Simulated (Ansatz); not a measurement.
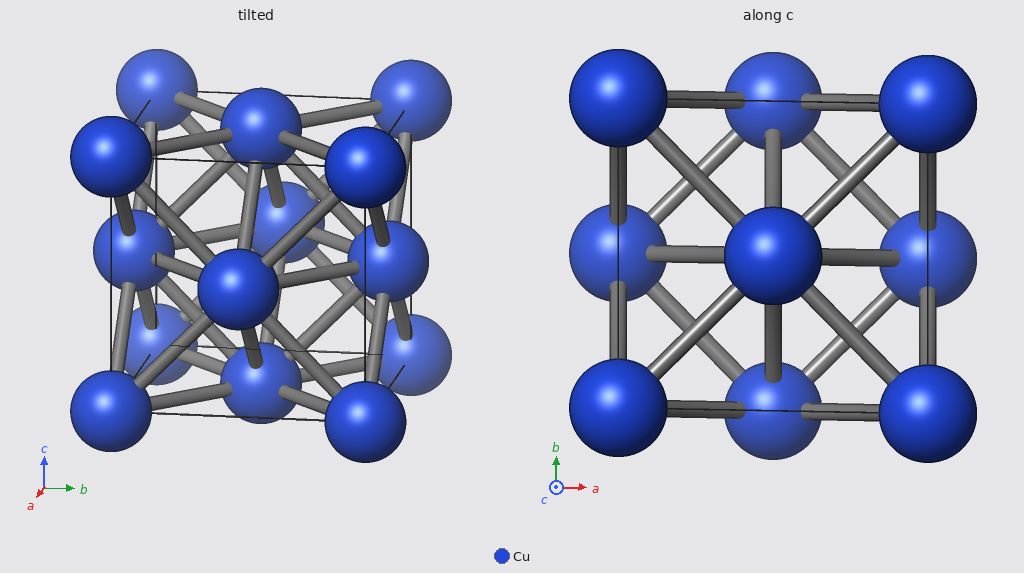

We look at a ball-and-stick model of the crystal slightly off an axis and along the c axis. The frame is the drawn cell (a repeat of the simulation cell); atoms at its boundary are shown with their periodic copies. Cell: a = 3.539 Å, b = 3.539 Å, c = 3.625 Å, α = 90.00°, β = 90.00°, γ = 91.09°.

State composition, symmetry and coordination.

The element is copper. Strictly the space group is Immm (No. 71, within 0.01 Å). It is a distorted form of a face-centred cubic structure, space group Fm-3m (No. 225) within 0.25 Å: face-centred cubic (Cu type). The cell holds four atoms. Each Cu has twelve Cu in a cuboctahedral arrangement at about 2.5 Å. The bonds build a three-dimensional framework.

The cell started as a structure listed in the Materials Project. It was relaxed with DFT r2SCAN, scalar-relativistic, plane waves, PAW (Ansatz) under a constraint or pressure on the cell, so some stress remains.
